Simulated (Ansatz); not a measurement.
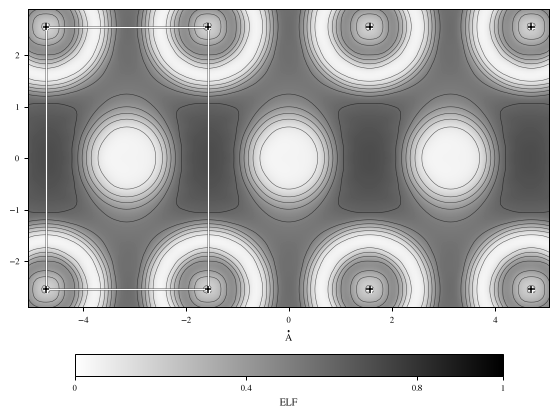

The ELF on a plane through atoms (crosses mark nuclei in the plane).

All numbers below come from Ansatz 0.2.0, DFT, PBEsol, PAW with Ansatz's default frozen-core files, scalar-relativistic.

Candidates:
A. Co, a = 2.57 Å, b = 2.57 Å, c = 4.17 Å, α = 90.00°, β = 90.00°, γ = 120.00°. Space group P6₃/mmc; computed pressure about −24 GPa in this cell; spin-polarised.
B. Mg, a = 3.14 Å, b = 3.14 Å, c = 5.10 Å, α = 90.00°, β = 90.00°, γ = 120.00°. Space group P6₃/mmc.
C. AlNi, a = 2.91 Å, b = 2.91 Å, c = 2.88 Å, α = 90.00°, β = 90.00°, γ = 90.00°. Space group P4/mmm; changed on purpose from its base cell (equal xx and yy strain of +1 %, PAW files); computed pressure about −6 GPa in this cell; the program warned that a starting moment wasn't kept; spin-polarised, but the moments vanished.

Which system is this?

Answer. Candidate B: Mg on the (100) plane of the conventional cell, which holds Mg. Mg–Mg (3.14 Å): the ELF reaches about 0.60 near the midpoint.
